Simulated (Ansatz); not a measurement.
**C24N (slab): density, localisation and related maps**

```xyz
25
Lattice="4.9300 0.0000 0.0000 -2.4650 4.2695 0.0000 0.0000 0.0000 25.7384" Properties=species:S:1:pos:R:3 pbc="T T T"
C     0.0000    0.0000    8.5001
C    -1.2325    2.1347    8.5001
C     2.4650    0.0000    8.5001
C     1.2325    2.1347    8.5001
C     0.0000    1.4231    8.5001
C    -1.2325    3.5579    8.5001
C     2.4650    1.4231    8.5001
C     1.2325    3.5579    8.5001
C    -2.4411    4.2573   11.8731
C    -1.2085    2.1224   11.8731
C     0.0241    4.2573   11.8749
C     1.2565    2.1226   11.8729
C     1.2565    0.6995   11.8744
C     0.0241    2.8341   11.8744
C     3.7215    0.6994   11.8729
C     2.4889    2.8340   11.8731
C     2.4170    4.2186   15.2194
C     3.6690    2.0495   15.2194
C     0.0110    4.2297   15.4624
C     1.2155    2.0789   15.2588
C    -0.0288    1.3606   15.2590
C    -1.2900    3.4786   15.4608
C     2.4469    1.3893   15.2197
C     1.2343    3.4904   15.2191
N    -0.6392    3.8524   16.7076
```

Computed without spin polarisation.

Computed with DFT PBE+D3(BJ), scalar-relativistic, plane waves, PAW in Ansatz 0.2.0.

In a PAW calculation such maps are meaningful between the atoms, not at the nuclei.

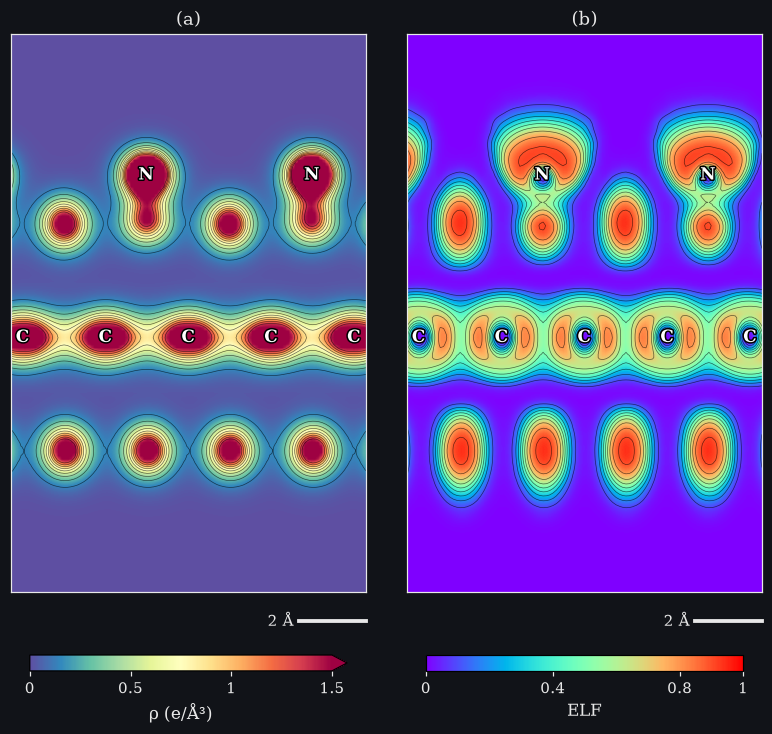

Figure 1. (a) valence charge density (pseudo); (b) electron localisation function on the (100) plane of the calculation cell, a cut from vacuum to vacuum.

Interpret the plot.

Answer.
- Atoms in the plane: C and N.
- Atoms just off the plane (C, 0.7 Å away) can leave unmarked features too.
- The density dies away to nearly zero in the vacuum.
- The ELF also peaks beside N, away from the bonds: lone-pair regions.

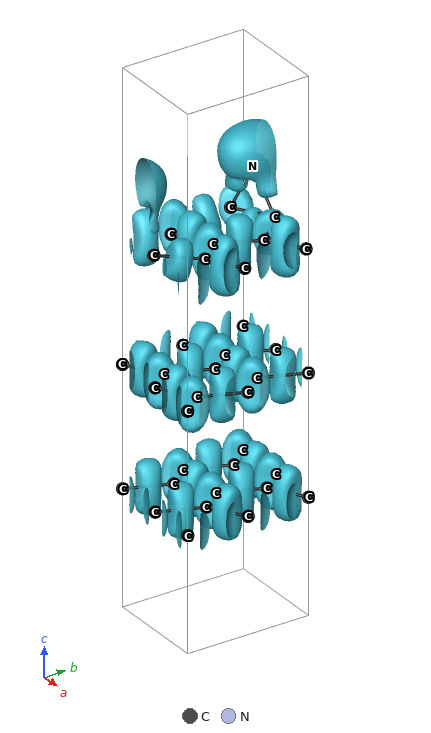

Figure 2. Isosurface of the ELF at 0.75 (cyan), seen slightly off an axis. Core shells and regions of very low density are left out. Sticks mark near contacts.

Identify the bonds, lone pairs and shells in this picture.

Answer. At this value the surface marks out 36 regions between bonded C–C atoms and one region on N in which the atom's valence shell and bonds are merged, counted in one cell of 25 atoms. Counts are for one cell; the picture repeats the cell along the surface. Along the contacts the grid gives the following. C–C (1.39 Å): the ELF peaks at about 0.95 between the atoms. C–N (1.45 Å): the ELF peaks at about 0.80 between the atoms.

Metal or insulator at this level of theory?

Answer. It is metallic or semimetallic at this level of theory: no gap opens.
